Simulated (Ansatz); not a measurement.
# Run report: C49H4O, geometry relaxation (part 1 of 3)

The run: geometry relaxation of C49H4O (slab, 54 atoms in the cell). Method and program: DFT PBE+D3(BJ), scalar-relativistic, plane waves, PAW, no spin polarisation (Ansatz 0.2.0).

The structure derives from an entry of the Crystallography Open Database. The input holds or restrains some coordinates. Forces given for the steps count only the free coordinates. It belongs to a series of runs on one base structure; here: 1 MeOH a cell, inverted, over a top C site.

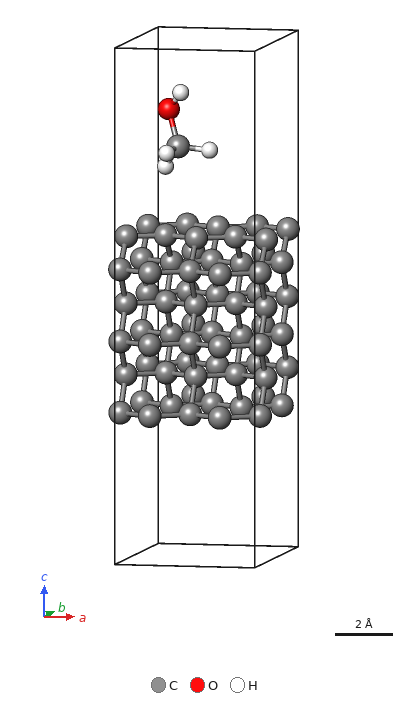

The input geometry (ball-and-stick view of the cell of the calculation, with the vacuum cut short, seen slightly off an axis). An atom can appear more than once, as a periodic image.

### The input
```yaml
crystal:
  lattice:
    - [5.0301999808, 0.0, 0.0]
    - [0.0, 7.1137770343, 0.0]
    - [0.0, 0.0, 26.977949976]
  atoms:
    - { symbol: C, position: [0.25, 0.5, 0.2965384696] }
    - { symbol: C, position: [0.25, 0.0, 0.2965384696] }
    - { symbol: C, position: [0.75, 0.5, 0.2965384696] }
    - { symbol: C, position: [0.75, 0.0, 0.2965384696] }
    - { symbol: C, position: [0.5, 0.625, 0.2965384696] }
    - { symbol: C, position: [0.5, 0.125, 0.2965384696] }
    - { symbol: C, position: [0.0, 0.625, 0.2965384696] }
    - { symbol: C, position: [0.0, 0.125, 0.2965384696] }
    - { symbol: C, position: [0.5, 0.75, 0.3431524636] }
    - { symbol: C, position: [0.5, 0.25, 0.3431524636] }
    - { symbol: C, position: [0.0, 0.75, 0.3431524636] }
    - { symbol: C, position: [0.0, 0.25, 0.3431524636] }
    - { symbol: C, position: [0.75, 0.875, 0.3431524636] }
    - { symbol: C, position: [0.75, 0.375, 0.3431524636] }
    - { symbol: C, position: [0.25, 0.875, 0.3431524636] }
    - { symbol: C, position: [0.25, 0.375, 0.3431524636] }
    - { symbol: C, position: [0.75, 0.0, 0.3897664574] }
    - { symbol: C, position: [0.75, 0.5, 0.3897664574] }
    - { symbol: C, position: [0.25, 0.0, 0.3897664574] }
    - { symbol: C, position: [0.25, 0.5, 0.3897664574] }
    - { symbol: C, position: [0.0, 0.125, 0.3897664574] }
    - { symbol: C, position: [0.0, 0.625, 0.3897664574] }
    - { symbol: C, position: [0.5, 0.125, 0.3897664574] }
    - { symbol: C, position: [0.5, 0.625, 0.3897664574] }
    - { symbol: C, position: [0.0, 0.2505611707, 0.4361361909] }
    - { symbol: C, position: [0.0, 0.7505611707, 0.4361361909] }
    - { symbol: C, position: [0.5, 0.2505611707, 0.4361361909] }
    - { symbol: C, position: [0.5, 0.7505611707, 0.4361361909] }
    - { symbol: C, position: [0.25, 0.3744388293, 0.4361361909] }
    - { symbol: C, position: [0.25, 0.8744388293, 0.4361361909] }
    - { symbol: C, position: [0.75, 0.3744388293, 0.4361361909] }
    - { symbol: C, position: [0.75, 0.8744388293, 0.4361361909] }
    - { symbol: C, position: [0.25, 0.5046180763, 0.4842040997] }
    - { symbol: C, position: [0.25, 0.0046180763, 0.4842040997] }
    - { symbol: C, position: [0.75, 0.5046180763, 0.4842040997] }
    - { symbol: C, position: [0.75, 0.0046180763, 0.4842040997] }
    - { symbol: C, position: [0.5, 0.6203819237, 0.4842040997] }
    - { symbol: C, position: [0.5, 0.1203819237, 0.4842040997] }
    - { symbol: C, position: [0.0, 0.6203819237, 0.4842040997] }
    - { symbol: C, position: [0.0, 0.1203819237, 0.4842040997] }
    - { symbol: C, position: [0.5, 0.7646741098, 0.5236821274] }
    - { symbol: C, position: [0.5, 0.2646741098, 0.5236821274] }
    - { symbol: C, position: [0.0, 0.7646741098, 0.5236821274] }
    - { symbol: C, position: [0.0, 0.2646741098, 0.5236821274] }
    - { symbol: C, position: [0.75, 0.8603258902, 0.5236821274] }
    - { symbol: C, position: [0.75, 0.3603258902, 0.5236821274] }
    - { symbol: C, position: [0.25, 0.8603258902, 0.5236821274] }
    - { symbol: C, position: [0.25, 0.3603258902, 0.5236821274] }
    - { symbol: C, position: [0.3647582723, 0.2831090475, 0.6423716499] }
    - { symbol: O, position: [0.2798276905, 0.3402584896, 0.6893729973] }
    - { symbol: H, position: [0.5794849316, 0.3150539859, 0.6374787651] }
    - { symbol: H, position: [0.25, 0.3603258902, 0.6137556876] }
    - { symbol: H, position: [0.3302992425, 0.1298695347, 0.6374787651] }
    - { symbol: H, position: [0.3877981668, 0.2675996573, 0.7134741614] }
basis:
  ecutwfc: 420
kpoints:
  mp_grid: { grid: [3, 2, 1] }
hamiltonian:
  xc: pbe
  dispersion: d3bj
scf:
  occupations: { method: gaussian, width: 0.05 }
output:
  forces: true
  eigenvalues: true
  write_density: true
  write_potential: true
  elf: true
  volumetric_format: npy
relax:
  adjacent_minimum: "off"
  f_tol: 0.04
  max_steps: 100
  constraints:
    - { sites: [0, 1, 2, 3, 4, 5, 6, 7, 8, 9, 10, 11, 12, 13, 14, 15, 16, 17, 18, 19, 20, 21, 22, 23] }
efield:
  axis: 3
  dipole_correction: true
  ramp_width: 0.04
```

Launched with:
```bash
ansatz run input.yaml --threads 4 --pin off --max-ram 10240MiB --backend cpu --events-out ev --progress --plain --runs-dir out
```

### Output
```
Engine: ansatz 0.2.0, aarch64-unknown-linux-gnu
Pseudopotentials: kind: paw
Pseudopotential: C, paw, valence charge 4, recommended cutoff 420 eV (normal), C.paw.azcp
Pseudopotential: O, paw, valence charge 6, recommended cutoff 420 eV (normal), O.paw.azcp
Pseudopotential: H, paw, valence charge 1, recommended cutoff 420 eV (normal), H.paw.azcp
Functional definition: PBE
  parameter kappa = 0.804
  parameter beta = 0.06672455060314922
  exchange = pbe_x(kappa = kappa, mu = beta*pi^2/3)
  correlation = pbe_c(beta = beta)
Crystal: 54 atoms, lattice volume = 965.371 Å³
Basis set: ecut = 420 eV, 18909 PW (Γ), exchange–correlation on 72×96×384 points (8 copies of the dense FFT grid, shifted against one another)
Bands: 157, of which v1, the nominal top of the filled ones, is band 103 counted from 1 (102 counted from 0)
Symmetry: 1 space group operations
Space group: P1 (ITA 1), of the structure as read, at distance tolerance 9.9e-5 Å
k-points: 4 of 6 (time reversal used)
Non-local potential: C, projectors of the file, l = 0: 2, l = 1: 2, l = 2: 1
Non-local potential: O, projectors of the file, l = 0: 2, l = 1: 2, l = 2: 1
Non-local potential: H, projectors of the file, l = 0: 2, l = 1: 1
PAW form: soft (Blöchl's): semilocal exchange-correlation on the pseudo side does not see the compensation charge
PAW one-centre angular grid: C, 110 points (default); XC on 64 Gauss nodes
PAW one-centre angular grid: O, 110 points (default); XC on 64 Gauss nodes
PAW one-centre angular grid: H, 110 points (default); XC on 64 Gauss nodes
Initial density: superposition of atomic densities (neutral atoms: chi_scale 0, normalization atom), corrected by the library's trained network
Initial wavefunctions: pseudopotential atomic-orbital guess
Functional: x = pbe(κ = 0.804, μ = 0.2195149727645171), c = pbe(β = 0.06672455060314922)
SCF iter   1: F=—  HF=-12901.992933 eV  |F-HF|=—  |Δ(HF+E_count)|=         —  Δρ=1.07e-2  dr2=6.57e0  ethr=1.77e-3  p=0.163 e·Å  D=3.06e-2 V/Å  ΔV_dip=-0.83 eV  dr2_dipole=9.40e-1  V_vac-E_F(+/−)=4.40/5.23 eV  ⟨swp⟩=11.0  Hψ=4284  notcnv=0  defer=121
efield: sawtooth ramp at fractional position 0.9850 (placed from the atoms, in the widest stretch of the axis that holds none; the zero of the levels goes with the place), width 0.0400; the density the first Hamiltonian is built on has a dipole p = 0.163 e·Å; the dipole correction subtracts the counter field D = 3.06e-2 V/Å, which shifts the + side's vacuum level by -0.83 eV against the − side's; the planar-averaged density in the ramp window peaks in size at 8.5e-6 e/Å³
preconditioner: auto → LDOS  [insulator: Δε(μ)=0.140 eV  Ē_g=15.148 eV  σ=0.050 eV  W_gap=0.79  n_scr=152 (ndim 8)  ℏωp=17.2 eV  f_vac=0.601  D(μ)=14.38/eV (n_scr^D=74)  ε∞_Penn≈2.3  β→1.0]
SCF iter   2: F=—  HF=-12901.441168 eV  |F-HF|=—  |Δ(HF+E_count)|=   5.52e-1  Δρ=6.55e-3  dr2=1.06e0  ethr=1.77e-3  p=0.050 e·Å  D=9.31e-3 V/Å  ΔV_dip=-0.25 eV  dr2_dipole=2.40e-1  V_vac-E_F(+/−)=5.41/5.66 eV  ⟨swp⟩=2.0  Hψ=918  notcnv=0  defer=184
SCF iter   3: F=—  HF=-12901.346032 eV  |F-HF|=—  |Δ(HF+E_count)|=   9.51e-2  Δρ=3.81e-3  dr2=3.64e-1  ethr=5.17e-4  p=0.034 e·Å  D=6.37e-3 V/Å  ΔV_dip=-0.17 eV  dr2_dipole=1.00e-1  V_vac-E_F(+/−)=5.57/5.74 eV  ⟨swp⟩=2.0  Hψ=1160  notcnv=0  defer=185
SCF iter   4: F=—  HF=-12901.328012 eV  |F-HF|=—  |Δ(HF+E_count)|=   1.80e-2  Δρ=2.80e-3  dr2=1.32e-1  ethr=1.77e-4  p=0.116 e·Å  D=2.17e-2 V/Å  ΔV_dip=-0.58 eV  dr2_dipole=5.65e-4  V_vac-E_F(+/−)=5.23/5.81 eV  ⟨swp⟩=3.0  Hψ=922  notcnv=0  defer=185
SCF iter   5: F=—  HF=-12901.307869 eV  |F-HF|=—  |Δ(HF+E_count)|=   2.01e-2  Δρ=1.21e-3  dr2=4.09e-2  ethr=6.39e-5  p=0.101 e·Å  D=1.90e-2 V/Å  ΔV_dip=-0.51 eV  dr2_dipole=2.44e-3  V_vac-E_F(+/−)=5.36/5.87 eV  ⟨swp⟩=3.0  Hψ=848  notcnv=0  defer=185
SCF iter   6: F=—  HF=-12901.301667 eV  |F-HF|=—  |Δ(HF+E_count)|=   6.20e-3  Δρ=5.11e-4  dr2=5.41e-3  ethr=1.98e-5  p=0.118 e·Å  D=2.21e-2 V/Å  ΔV_dip=-0.60 eV  dr2_dipole=3.64e-4  V_vac-E_F(+/−)=5.35/5.94 eV  ⟨swp⟩=2.0  Hψ=635  notcnv=0  defer=185
SCF iter   7: F=—  HF=-12901.302068 eV  |F-HF|=—  |Δ(HF+E_count)|=   4.01e-4  Δρ=1.56e-4  dr2=3.57e-4  ethr=2.63e-6  p=0.122 e·Å  D=2.29e-2 V/Å  ΔV_dip=-0.62 eV  dr2_dipole=6.27e-6  V_vac-E_F(+/−)=5.35/5.97 eV  ⟨swp⟩=2.0  Hψ=1081  notcnv=0  defer=185
SCF iter   8: F=-12901.302041 eV  HF=-12901.302044 eV  |F-HF|=3.51e-6  |Δ(HF+E_count)|=   2.34e-5  Δρ=4.62e-5  dr2=2.49e-5  ethr=1.94e-8  p=0.123 e·Å  D=2.31e-2 V/Å  ΔV_dip=-0.62 eV  dr2_dipole=1.05e-6  V_vac-E_F(+/−)=5.35/5.97 eV  ⟨swp⟩=35.8  Hψ=9310  notcnv=0
SCF 1 converged in 8 iterations: F = -12901.302041 eV  dr2 = 2.49e-5
  greatest PAW one-centre occupation: 0.864 electrons in one spin orbital (limit 2), on the O atom at site 49 (counted from 0), in its partial waves of l = 0
relax step   1: F+E_penalty+E_count = -12901.30204095 eV  Δ(F+E_penalty+E_count) = +0.000e0 eV  max|allowed force component| = 1.499e0 eV/Å  Δτ_max = 0.0000 Å  (8 SCF iters, dr2 threshold 4.00e-5 eV, accepted)
Initial density: handed on by an earlier stage of this run
Initial wavefunctions: those handed on with the density
iter 1 solved again at ethr=2.13e-4 eV; its pass at ethr=3.10e-3 eV (dr2=4.40e-1 eV) is discarded
SCF iter   1: F=—  HF=-12901.470480 eV  |F-HF|=—  |Δ(HF+E_count)|=         —  Δρ=1.12e-2  dr2=4.43e-1  ethr=2.13e-4  p=0.123 e·Å  D=2.31e-2 V/Å  ΔV_dip=-0.62 eV  dr2_dipole=1.09e-4  V_vac-E_F(+/−)=5.35/5.97 eV  ⟨swp⟩=1.0  Hψ=2451  notcnv=0  defer=144
efield: sawtooth ramp at fractional position 0.9850 (handed on by an earlier solve), width 0.0400; the density the first Hamiltonian is built on has a dipole p = 0.123 e·Å; the dipole correction subtracts the counter field D = 2.31e-2 V/Å, which shifts the + side's vacuum level by -0.62 eV against the − side's; the planar-averaged density in the ramp window peaks in size at 7.2e-7 e/Å³
preconditioner: auto → LDOS  [insulator: Δε(μ)=0.107 eV  Ē_g=15.381 eV  σ=0.050 eV  W_gap=0.67  n_scr=152 (ndim 8)  ℏωp=17.2 eV  f_vac=0.602  D(μ)=12.66/eV (n_scr^D=52)  ε∞_Penn≈2.2  β→1.0]
SCF iter   2: F=—  HF=-12901.432787 eV  |F-HF|=—  |Δ(HF+E_count)|=   3.77e-2  Δρ=4.23e-3  dr2=1.82e-1  ethr=2.13e-4  p=0.010 e·Å  D=1.85e-3 V/Å  ΔV_dip=-0.05 eV  dr2_dipole=1.51e-3  V_vac-E_F(+/−)=5.92/5.97 eV  ⟨swp⟩=3.0  Hψ=1253  notcnv=0  defer=144
SCF iter   3: F=—  HF=-12901.378953 eV  |F-HF|=—  |Δ(HF+E_count)|=   5.38e-2  Δρ=1.40e-3  dr2=2.26e-2  ethr=8.82e-5  p=0.101 e·Å  D=1.90e-2 V/Å  ΔV_dip=-0.51 eV  dr2_dipole=2.49e-3  V_vac-E_F(+/−)=5.46/5.97 eV  ⟨swp⟩=3.0  Hψ=1407  notcnv=0  defer=153
SCF iter   4: F=—  HF=-12901.376287 eV  |F-HF|=—  |Δ(HF+E_count)|=   2.67e-3  Δρ=3.45e-4  dr2=8.63e-4  ethr=1.10e-5  p=0.100 e·Å  D=1.87e-2 V/Å  ΔV_dip=-0.50 eV  dr2_dipole=5.47e-6  V_vac-E_F(+/−)=5.47/5.97 eV  ⟨swp⟩=3.0  Hψ=1061  notcnv=0  defer=153
SCF iter   5: F=—  HF=-12901.376121 eV  |F-HF|=—  |Δ(HF+E_count)|=   1.66e-4  Δρ=1.03e-4  dr2=1.87e-4  ethr=4.19e-7  p=0.100 e·Å  D=1.87e-2 V/Å  ΔV_dip=-0.50 eV  dr2_dipole=4.00e-5  V_vac-E_F(+/−)=5.47/5.97 eV  ⟨swp⟩=3.0  Hψ=1221  notcnv=0  defer=153
SCF iter   6: F=-12901.376107 eV  HF=-12901.376107 eV  |F-HF|=3.93e-7  |Δ(HF+E_count)|=   1.33e-5  Δρ=1.92e-5  dr2=3.38e-6  ethr=4.85e-8  p=0.100 e·Å  D=1.87e-2 V/Å  ΔV_dip=-0.50 eV  dr2_dipole=9.63e-7  V_vac-E_F(+/−)=5.47/5.97 eV  ⟨swp⟩=27.8  Hψ=7799  notcnv=0
SCF 2 converged in 6 iterations: F = -12901.376107 eV  dr2 = 3.38e-6
relax step   2: F+E_penalty+E_count = -12901.37610696 eV  Δ(F+E_penalty+E_count) = -7.407e-2 eV  max|allowed force component| = 4.355e-1 eV/Å  Δτ_max = 0.1937 Å  (6 SCF iters, dr2 threshold 1.00e-4 eV, accepted)
[... from here on the SCF iterations and repeated set-up lines of each step are left out, up to the last step ...]
SCF 3 converged in 6 iterations: F = -12901.391279 eV  dr2 = 1.66e-6
relax step   3: F+E_penalty+E_count = -12901.39127916 eV  Δ(F+E_penalty+E_count) = -1.517e-2 eV  max|allowed force component| = 2.142e-1 eV/Å  Δτ_max = 0.1609 Å  (6 SCF iters, dr2 threshold 1.19e-5 eV, accepted)
SCF 4 converged in 10 iterations: F = -12901.322848 eV  dr2 = 1.64e-7
relax step   4: F+E_penalty+E_count = -12901.32284812 eV  Δ(F+E_penalty+E_count) = +6.843e-2 eV  max|allowed force component| = 1.250e0 eV/Å  Δτ_max = 0.1466 Å  (10 SCF iters, dr2 threshold 3.87e-6 eV, rejected (line search))
SCF 5 converged in 10 iterations: F = -12901.398117 eV  dr2 = 2.35e-8
relax step   5: F+E_penalty+E_count = -12901.39811699 eV  Δ(F+E_penalty+E_count) = -6.838e-3 eV  max|allowed force component| = 5.108e-2 eV/Å  Δτ_max = 0.0733 Å  (10 SCF iters, accepted)
SCF 6 converged in 8 iterations: F = -12901.402020 eV  dr2 = 1.21e-8
relax step   6: F+E_penalty+E_count = -12901.40201965 eV  Δ(F+E_penalty+E_count) = -3.903e-3 eV  max|allowed force component| = 1.826e-2 eV/Å  Δτ_max = 0.0970 Å  (8 SCF iters, accepted)
SCF 7 converged in 8 iterations: F = -12901.401953 eV  dr2 = 1.08e-8
relax step   7: F+E_penalty+E_count = -12901.40195258 eV  Δ(F+E_penalty+E_count) = +6.706e-5 eV  max|allowed force component| = 2.065e-1 eV/Å  Δτ_max = 0.1463 Å  (8 SCF iters, rejected (line search))
SCF 8 converged in 7 iterations: F = -12901.403631 eV  dr2 = 2.40e-8
relax step   8: F+E_penalty+E_count = -12901.40363122 eV  Δ(F+E_penalty+E_count) = -1.612e-3 eV  max|allowed force component| = 3.710e-2 eV/Å  Δτ_max = 0.0709 Å  (7 SCF iters, accepted)
SCF 9 converged in 7 iterations: F = -12901.404724 eV  dr2 = 8.50e-8
relax step   9: F+E_penalty+E_count = -12901.40472370 eV  Δ(F+E_penalty+E_count) = -1.092e-3 eV  max|allowed force component| = 6.094e-2 eV/Å  Δτ_max = 0.0731 Å  (7 SCF iters, accepted)
SCF 10 converged in 6 iterations: F = -12901.405319 eV  dr2 = 4.29e-7
relax step  10: F+E_penalty+E_count = -12901.40531949 eV  Δ(F+E_penalty+E_count) = -5.958e-4 eV  max|allowed force component| = 7.945e-2 eV/Å  Δτ_max = 0.0796 Å  (6 SCF iters, dr2 threshold 3.71e-6 eV, accepted)
SCF 11 converged in 5 iterations: F = -12901.405963 eV  dr2 = 1.40e-6
relax step  11: F+E_penalty+E_count = -12901.40596306 eV  Δ(F+E_penalty+E_count) = -6.436e-4 eV  max|allowed force component| = 5.180e-2 eV/Å  Δτ_max = 0.0268 Å  (5 SCF iters, dr2 threshold 6.31e-6 eV, accepted)
SCF 12 converged in 8 iterations: F = -12901.407814 eV  dr2 = 3.68e-8
relax step  12: F+E_penalty+E_count = -12901.40781425 eV  Δ(F+E_penalty+E_count) = -1.851e-3 eV  max|allowed force component| = 5.346e-2 eV/Å  Δτ_max = 0.1624 Å  (8 SCF iters, accepted)
SCF 13 converged in 8 iterations: F = -12901.408654 eV  dr2 = 4.81e-8
relax step  13: F+E_penalty+E_count = -12901.40865400 eV  Δ(F+E_penalty+E_count) = -8.397e-4 eV  max|allowed force component| = 1.686e-1 eV/Å  Δτ_max = 0.1985 Å  (8 SCF iters, accepted)
SCF 14 converged in 4 iterations: F = -12901.410026 eV  dr2 = 3.73e-6
relax step  14: F+E_penalty+E_count = -12901.41002648 eV  Δ(F+E_penalty+E_count) = -1.372e-3 eV  max|allowed force component| = 7.972e-2 eV/Å  Δτ_max = 0.0159 Å  (4 SCF iters, dr2 threshold 2.84e-5 eV, accepted)
SCF 15 converged in 6 iterations: F = -12901.409269 eV  dr2 = 5.55e-8
relax step  15: F+E_penalty+E_count = -12901.40926870 eV  Δ(F+E_penalty+E_count) = +7.578e-4 eV  max|allowed force component| = 8.999e-2 eV/Å  Δτ_max = 0.0147 Å  (6 SCF iters, rejected (line search))
SCF 16 converged in 6 iterations: F = -12901.410542 eV  dr2 = 2.70e-8
relax step  16: F+E_penalty+E_count = -12901.41054220 eV  Δ(F+E_penalty+E_count) = -5.157e-4 eV  max|allowed force component| = 7.408e-3 eV/Å  Δτ_max = 0.0071 Å  (6 SCF iters, accepted)
SCF iter   1: F=—  HF=-12901.424163 eV  |F-HF|=—  |Δ(HF+E_count)|=         —  Δρ=5.49e-3  dr2=9.28e-2  ethr=4.08e-4  p=0.061 e·Å  D=1.14e-2 V/Å  ΔV_dip=-0.31 eV  dr2_dipole=1.05e-4  V_vac-E_F(+/−)=5.67/5.98 eV  ⟨swp⟩=4.0  Hψ=1843  notcnv=0  defer=122
efield: sawtooth ramp at fractional position 0.9850 (handed on by an earlier solve), width 0.0400; the density the first Hamiltonian is built on has a dipole p = 0.061 e·Å; the dipole correction subtracts the counter field D = 1.14e-2 V/Å, which shifts the + side's vacuum level by -0.31 eV against the − side's; the planar-averaged density in the ramp window peaks in size at 8.5e-7 e/Å³
preconditioner: auto → LDOS  [insulator: Δε(μ)=0.108 eV  Ē_g=15.412 eV  σ=0.050 eV  W_gap=0.67  n_scr=152 (ndim 8)  ℏωp=17.2 eV  f_vac=0.601  D(μ)=12.64/eV (n_scr^D=52)  ε∞_Penn≈2.2  β→1.0]
SCF iter   2: F=—  HF=-12901.420209 eV  |F-HF|=—  |Δ(HF+E_count)|=   3.95e-3  Δρ=1.34e-3  dr2=2.27e-2  ethr=4.50e-5  p=0.044 e·Å  D=8.23e-3 V/Å  ΔV_dip=-0.22 eV  dr2_dipole=1.37e-4  V_vac-E_F(+/−)=5.75/5.98 eV  ⟨swp⟩=3.0  Hψ=1346  notcnv=0  defer=132
SCF iter   3: F=—  HF=-12901.411338 eV  |F-HF|=—  |Δ(HF+E_count)|=   8.87e-3  Δρ=4.60e-4  dr2=2.47e-3  ethr=1.10e-5  p=0.059 e·Å  D=1.10e-2 V/Å  ΔV_dip=-0.30 eV  dr2_dipole=1.21e-5  V_vac-E_F(+/−)=5.68/5.98 eV  ⟨swp⟩=3.0  Hψ=1092  notcnv=0  defer=132
SCF iter   4: F=—  HF=-12901.410803 eV  |F-HF|=—  |Δ(HF+E_count)|=   5.35e-4  Δρ=2.02e-4  dr2=5.01e-4  ethr=1.20e-6  p=0.056 e·Å  D=1.05e-2 V/Å  ΔV_dip=-0.28 eV  dr2_dipole=4.95e-8  V_vac-E_F(+/−)=5.69/5.98 eV  ⟨swp⟩=3.0  Hψ=1093  notcnv=0  defer=132
SCF iter   5: F=—  HF=-12901.410709 eV  |F-HF|=—  |Δ(HF+E_count)|=   9.40e-5  Δρ=3.39e-5  dr2=1.02e-5  ethr=2.43e-7  p=0.056 e·Å  D=1.04e-2 V/Å  ΔV_dip=-0.28 eV  dr2_dipole=1.38e-9  V_vac-E_F(+/−)=5.69/5.98 eV  ⟨swp⟩=2.0  Hψ=840  notcnv=0  defer=132
SCF iter   6: F=—  HF=-12901.411888 eV  |F-HF|=—  |Δ(HF+E_count)|=   1.18e-3  Δρ=1.36e-5  dr2=2.02e-6  ethr=4.97e-9  p=0.056 e·Å  D=1.04e-2 V/Å  ΔV_dip=-0.28 eV  dr2_dipole=1.32e-8  V_vac-E_F(+/−)=5.69/5.98 eV  ⟨swp⟩=3.0  Hψ=1103  notcnv=0  defer=132
SCF iter   7: F=-12901.411888 eV  HF=-12901.411888 eV  |F-HF|=3.13e-8  |Δ(HF+E_count)|=   2.78e-9  Δρ=1.89e-6  dr2=2.83e-8  ethr=4.85e-11  p=0.056 e·Å  D=1.04e-2 V/Å  ΔV_dip=-0.28 eV  dr2_dipole=1.09e-9  V_vac-E_F(+/−)=5.69/5.98 eV  ⟨swp⟩=22.8  Hψ=6844  notcnv=0
SCF 17 converged in 7 iterations: F = -12901.411888 eV  dr2 = 2.83e-8
relax step  17: F+E_penalty+E_count = -12901.41188763 eV  Δ(F+E_penalty+E_count) = -1.345e-3 eV  max|allowed force component| = 1.911e-2 eV/Å  Δτ_max = 0.0982 Å  (7 SCF iters, accepted)
```
